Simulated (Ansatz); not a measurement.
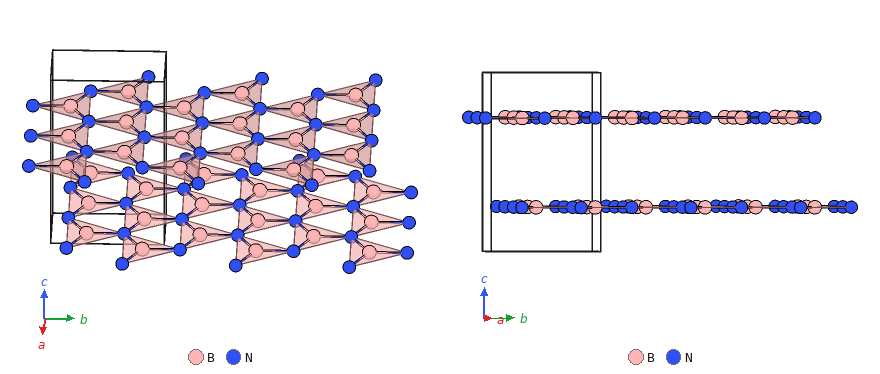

Polyhedra are drawn about B (bonds: B–N below 1.6 Å); other atoms are plain spheres. Two views of the same piece.

BN: the geometry relaxed with DFT PBEsol, scalar-relativistic, plane waves, PAW (Ansatz).

What figure surrounds each B atom, and what does it share with the other drawn polyhedra?

Answer. B: BN3 triangle, sharing corners with six neighbours.

What is the connectivity of the polyhedra: isolated, groups, chains, layers or framework?

Answer. They form layers of corner-sharing triangles parallel to (001).

How far apart are the centres of linked polyhedra?

Answer. Centre to centre across a shared corner: 2.50 Å.
